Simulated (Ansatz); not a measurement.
System: SiN.

The calculation's input:

```
crystal:
  lattice:
    - [-1.4686953991, 1.4686953991, 2.3173308989]
    - [1.4686953991, -1.4686953991, 2.3173308989]
    - [1.4686953991, 1.4686953991, -2.3173308989]
  atoms:
    - { symbol: Si, position: [0.011515491, 0.011515491, 0.0] }
    - { symbol: "N", position: [0.416484509, 0.416484509, 0.0] }
basis:
  ecutwfc: 420
kpoints:
  mp_grid: { grid: [26, 26, 26] }
hamiltonian:
  xc: pbe
scf:
  occupations: { method: gaussian, width: 0.1 }
output:
  forces: true
  stress: true
  eigenvalues: true
  write_density: true
  write_potential: true
  elf: true
  volumetric_format: npy
relax:
  adjacent_minimum: "off"
  f_tol: 0.01
  max_steps: 80
  cell: { stress_tol: 0.05 }
```

Launched as:

```sh
ansatz run input.yaml --threads 1 --pin off --max-ram 2048MiB --backend cpu --events-out ev --progress --plain --runs-dir out
```

Below, planes, directions and counts refer to the conventional cell (a = 2.95 Å, b = 2.95 Å, c = 4.60 Å, α = 90.00°, β = 90.00°, γ = 90.00°).

The fields are those of the relaxed geometry.

Space group I4mm; a structure generated by program, which may or may not match a known phase; computed without spin polarisation.

Method: Ansatz 0.2.0, DFT PBE, scalar-relativistic, plane waves, PAW.

Q: What can the converged valence pseudo-density and electron localisation function tell about the bonding?

A: Si–N (1.88 Å): ρ is about 0.86 e/Å³ halfway; the ELF peaks at about 0.90 between the atoms.

Q: Does the calculation make it a metal, or give it a gap?

A: It is metallic or semimetallic at this level of theory: no gap opens.

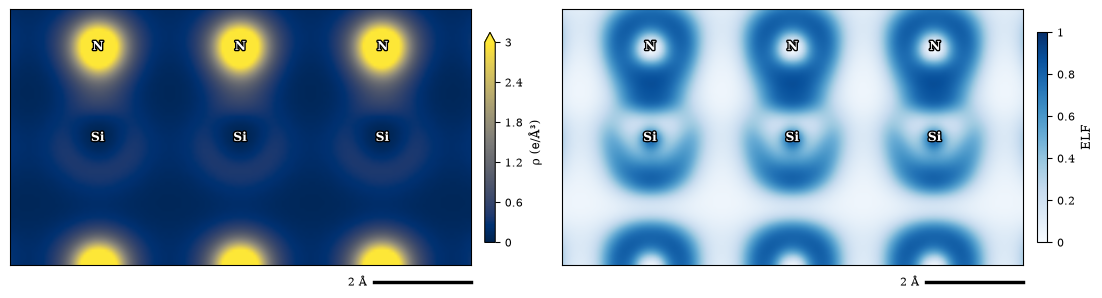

Computed valence pseudo-density and electron localisation function on the (010) plane of the conventional cell, in this order. 

The density is the valence pseudo-density of a PAW calculation; it isn't the true density close to the nuclei.
